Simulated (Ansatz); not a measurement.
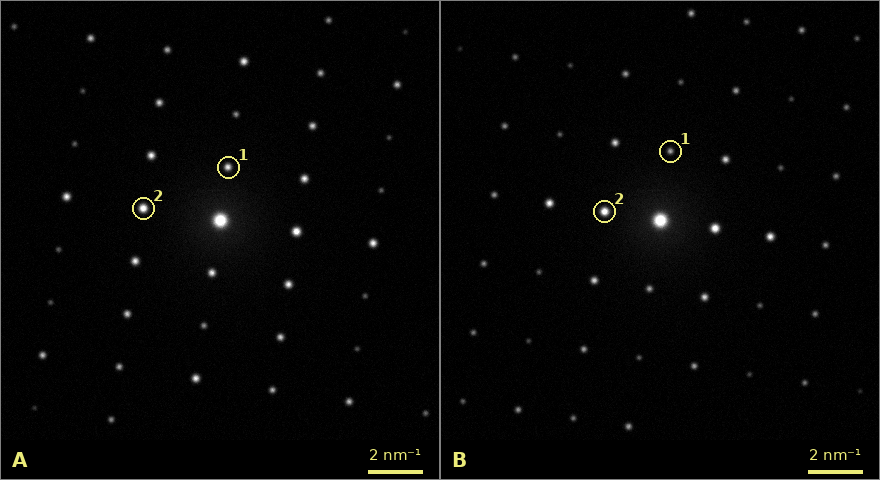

Kinematic electron diffraction patterns (120 kV, B = 0.5 Å², same scale) along [110] of the run's own cell, for the start and the end of one relaxation of Ca2F with DFT r2SCAN, scalar-relativistic, plane waves, PAW (Ansatz 0.2.0). k mesh 12×12×10. The start is a generated model structure, and the relaxation ends in the nearest stationary point of its symmetry, not necessarily the ground state. Spot 1 is -1 1 0 and spot 2 is 0 0 1 in both.

Start structure:

```yaml
crystal:
  lattice:
    - [4.47127, 0.00000, 0.00000]
    - [-2.23563, 3.87223, 0.00000]
    - [0.00000, 0.00000, 4.82778]
  atoms:
    - { symbol: Ca, position: [0.33333, 0.66667, 0.50000] }
    - { symbol: Ca, position: [0.66667, 0.33333, 0.50000] }
    - { symbol: F, position: [0.00000, 0.00000, 0.00000] }
```

### Which pattern belongs to the start structure, and which to the relaxed one?

B is the start: its cell gives d(1) = 3.872 Å, d(2) = 4.828 Å and an angle of 90.0°. A is the relaxed structure, with d(1) = 5.047 Å (+30.3 %), d(2) = 3.480 Å (-27.9 %) and 90.0°.

### Name reflections whose intensity changes strongly on relaxation.

3 -3 0 goes from 12 to 45 % of the strongest spot; 1 -1 0 goes from 11 to 36 % of the strongest spot; 3 -3 1 goes from 3.9 to 13 % of the strongest spot.

### Summarise the relaxation behind the change.

The volume changed by +22.5 % to 34.12 Å³ an atom; the fractional coordinates hardly changed; the space group stayed P6/mmm (No. 191); the free energy fell by 930 meV an atom. Relaxed cell: a = 5.828 Å, b = 5.828 Å, c = 3.480 Å, α = 90.00°, β = 90.00°, γ = 120.00°.
